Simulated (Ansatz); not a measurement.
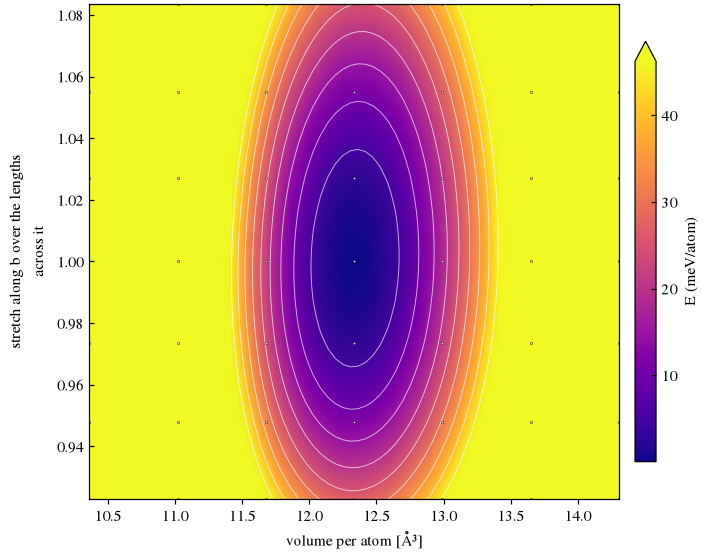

SnO2 (Pbcn, No. 60; 12 atoms in the cell). The energy is mapped over volume and the cell's shape. First axis: volume per atom. Second axis: stretch along b over the lengths across it, relative to the relaxed cell. Nothing is relaxed (fractional coordinates fixed). The grid has 7 × 7 points. Points are written as (first, second). Energies are in meV/atom, from the lowest grid point. The band gap closes in part of the range. Method: Ansatz, DFT PBE, scalar-relativistic, plane waves, PAW. Settings: cutoff 520 eV, k-mesh 6×6×6, gaussian smearing 0.05 eV, no spin polarisation.

In the figure: a smooth colour map with a few white contour lines, dots at the grid points, one colour for all values above the top of the scale. Between grid points the surface is interpolated.

> Where is the minimum, and how stiff is the well along each coordinate?

The interpolated minimum is at volume per atom ≈ 12.33 Å³, the second coordinate ≈ 1.000. The curvatures there are about 1.1 eV/(Å³)² and 96.6 eV, with a cross term of about −0.5 eV/Å³ (per cell of 12 atoms). Round the minimum the two coordinates are nearly uncoupled.

PAW datasets: the set soft_1.
